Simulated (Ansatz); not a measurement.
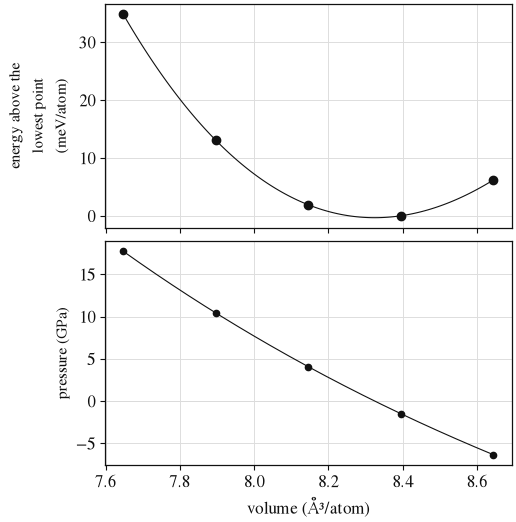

Plotted: energy above the lowest point and pressure against volume for B, space group Fd-3m (No. 227) (one of a set of cubic test structures, which need not be the stable phase).

How it was computed, with Ansatz 0.2.0 development build: equation of state of a cubic crystal from periodic Kohn-Sham density functional theory without spin, third-order Birch-Murnaghan fit to the free energies; pressure corrected for the finite basis. Level: r2SCAN.

structure type diamond; atoms in cell 2; space group number 227; lattice centring face-centred primitive; k mesh 14×14×14; occupation method Fermi–Dirac; occupation width 0.1 eV; wave cutoff 500 eV; datasets soft-1 PAW; density tolerance 1e−07 eV; bands 7; density cutoff ratio 4; search for lower states default.

### How stiff is the solid, and where is its volume at rest?

A third-order Birch–Murnaghan fit gives V0 = 8.33 Å³/atom, B0 = 180 GPa and B′ = 3.5.

### Read off the course of the pressure.

It falls from 17.7 GPa at volume 7.6475 Å³/atom to −6.4 GPa at 8.6450 Å³/atom, and changes sign near 8.33 Å³/atom.

Caveats: cubic model structure, not the ambient form; modest k-mesh, values are not fully converged in k.
